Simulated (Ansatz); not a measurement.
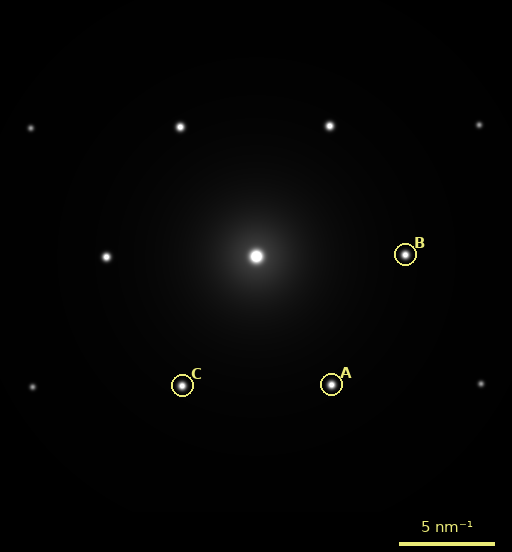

Computed electron diffraction pattern, 120 kV, single scattering only, B = 0.5 Å². The zone axis points towards the electron source and the pattern is seen from the source side.

The sample is C, space group Fd-3m (No. 227), a = 3.589 Å. Structure: the geometry relaxed with DFT, RPBE, plane waves (420 eV) with PAW, scalar-relativistic in Ansatz 0.2.0; the starting structure was generated, so it need not be a known form of this composition.

```cif
data_structure
_symmetry_space_group_name_H-M 'Fd-3m:1'
_symmetry_Int_Tables_number 227
_cell_length_a 3.5886
_cell_length_b 3.5886
_cell_length_c 3.5886
_cell_angle_alpha 90.000
_cell_angle_beta 90.000
_cell_angle_gamma 90.000
_cell_volume 46.21
loop_
_atom_site_label
_atom_site_type_symbol
_atom_site_symmetry_multiplicity
_atom_site_Wyckoff_symbol
_atom_site_fract_x
_atom_site_fract_y
_atom_site_fract_z
_atom_site_occupancy
C1 C 8 a 0.00000 0.00000 0.00000 1
```

Spot A is indexed -2 2 0 and spot B -2 0 2.

What are the indices of the remaining marked spot?

C = A − B = 0 2 -2 (d = 1.269 Å).

Give [uvw].

The cross product of A and B is parallel to [111]; every spot obeys hu + kv + lw = 0.
